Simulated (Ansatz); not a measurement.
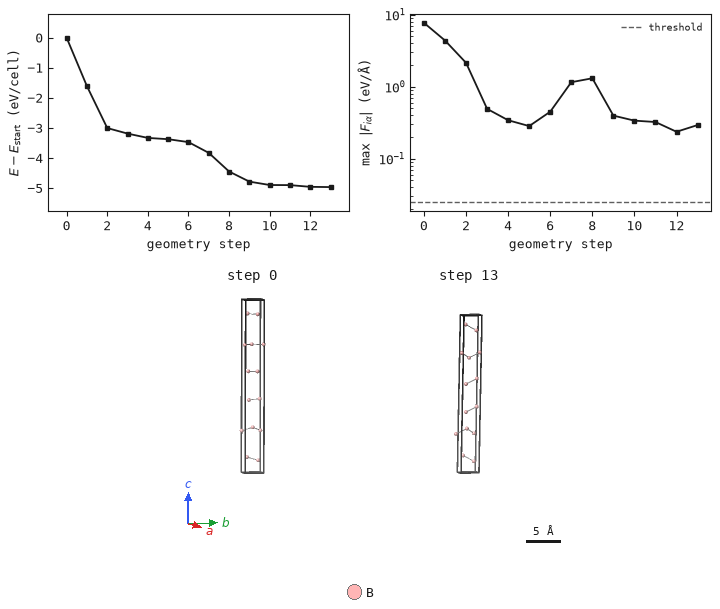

First and last geometry of a relaxation of crystalline B (a generated structure, set up in P1) (coarse preliminary run), with the history of the run. Style: ball-and-stick. Shown: the cell of the calculation, slightly off an axis.

Level of theory: Ansatz, DFT PBE, scalar-relativistic, plane waves, PAW.

Input
```yaml
crystal:
  lattice:
    - [1.7237914033, -0.0107941027, 0.0065977647]
    - [-0.0186959342, 2.993167122, -0.027874911]
    - [0.1018956508, -0.2485488086, 26.1808613184]
  atoms:
    - { symbol: B, position: [0.4045867099, 0.227815152, 0.9193223809] }
    - { symbol: B, position: [-0.0413181484, 0.6599871335, 0.9176811836] }
    - { symbol: B, position: [0.5433558502, 0.4892062302, 0.2624956828] }
    - { symbol: B, position: [0.0889090119, -0.00784654, 0.2406158099] }
    - { symbol: B, position: [0.5423645385, 0.2415678832, 0.5862048835] }
    - { symbol: B, position: [-0.0722752714, 0.6590285744, 0.5875975943] }
    - { symbol: B, position: [0.0612403101, 0.3794380693, 0.4169426562] }
    - { symbol: B, position: [0.6189878112, 0.8384487091, 0.4268920156] }
    - { symbol: B, position: [0.9249493299, -0.0099124705, 0.7428539126] }
    - { symbol: B, position: [0.456719721, 0.4365347514, 0.7415320612] }
    - { symbol: B, position: [0.0392518653, 0.2847130843, 0.0874975225] }
    - { symbol: B, position: [0.4332282718, 0.8010194229, 0.0703642968] }
basis:
  ecutwfc: 420
kpoints:
  mp_grid: { grid: [12, 8, 1] }
hamiltonian:
  xc: pbe
scf:
  occupations: { method: gaussian, width: 0.2 }
  lower_state_search: "off"
output:
  forces: true
  stress: true
  eigenvalues: true
relax:
  adjacent_minimum: "off"
  f_tol: 0.025
  max_steps: 60
  cell: { stress_tol: 0.25 }
```

Command:
```bash
ansatz run input.yaml --threads 1 --pin off --max-ram 2560MiB --backend cpu --events-out ev --progress --plain --runs-dir out
```

> Did the run converge, and what did it change?

The run was cut off at its time limit before the relaxation converged, so the last structure is only a point on the way. The energy falls by 4.963 eV per cell of the calculation in 13 geometry steps. Largest force component: 7.7 eV/Å at the start, 0.29 eV/Å at the end. The pressure goes from 0.85 to −0.77 GPa. B7 moves most relative to the cell: 0.84 Å along [1 0 −1]. The drawn cell changes as follows: a 1.724 → 1.634 Å (−5.2 %), b 2.993 → 2.859 Å (−4.5 %), c 26.182 → 23.806 Å (−9.1 %), α 91.1° → 89.3°, β 89.6° → 88.9°, γ 90.7° → 90.0°; the volume changes by −17.7 %. Among the contacts that change: B5–B6 1.408 → 1.864 Å, B1–B2 1.515 → 1.864 Å, B9–B10 1.571 → 1.851 Å, B1–B2 (another image) 1.599 → 1.860 Å. Among the angles between lasting bonds that change: B1–B2–B1 176.8° → 124.7°, B6–B5–B6 175.9° → 124.5°, B10–B9–B10 176.8° → 126.0°. The space group stays P1 (No. 1). The run took 4.9 min on 1 thread of Arm Neoverse V2 (shared host), peak memory 0.48 GiB.
